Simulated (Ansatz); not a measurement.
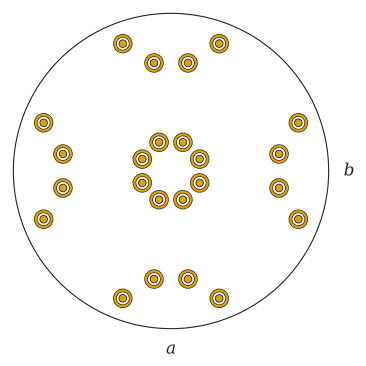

Stereographic projection: filled dots lie in the upper hemisphere, open rings in the lower. The c axis points at the viewer. The poles are all faces of one general form. Computed from the symmetry operations of a computed or model structure of composition Ti.

Which point group is this?

m-3m (Oh), order 48, cubic system: three fourfold axes, four threefold axes, six twofold axes, nine mirror planes, an inversion centre.

Can such a crystal be piezoelectric, pyroelectric or chiral?

It is centrosymmetric, so neither piezoelectric nor pyroelectric; it is not chiral.
